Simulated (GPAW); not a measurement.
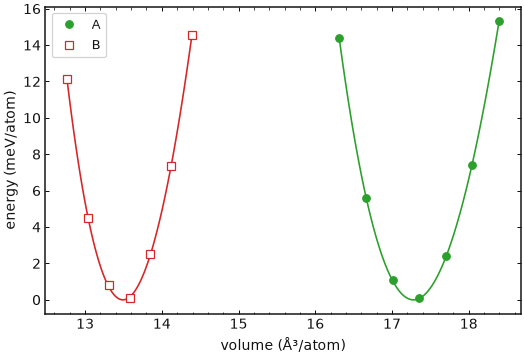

The figure compares two calculations of the energy against volume, each curve from its own zero. The first is for CaF₂, space group Fm-3m (No. 225).

The cell holds 3 atoms.

How it was computed, with GPAW 26.7.0: PAW DFT in plane waves, on a grid or in atomic orbitals, no spin polarisation; energies at scaled volumes of the given cell, shape and fractions fixed, counted from the fit's minimum, third-order Birch-Murnaghan fit. Level: r2SCAN.

k mesh 8×8×8; occupations Fermi–Dirac; smearing width 0.05 eV; potentials GPAW PAW data sets (gpaw data 1.2.1); wave cutoff 800 eV; program settings basis pw.

In the second, Ca is replaced by Pb on all its sites, which gives PbF₂ in the same structure.

> Which of A and B is the second calculation, and what did the change do?

A. The equilibrium volume rises from 13.49 to 17.28 Å³/atom (+28 %) and the bulk modulus falls from 88.4 to 76.5 GPa (−13 %).

For CaF₂, limits of the calculation: the fit and the printed pressures don't fully agree, or the minimum lies near the end of the range.

For PbF₂, limits of the calculation: the fit and the printed pressures don't fully agree, or the minimum lies near the end of the range; spin-orbit coupling left out, heavy elements.

V0 and the bulk modulus come from third-order Birch–Murnaghan fits.
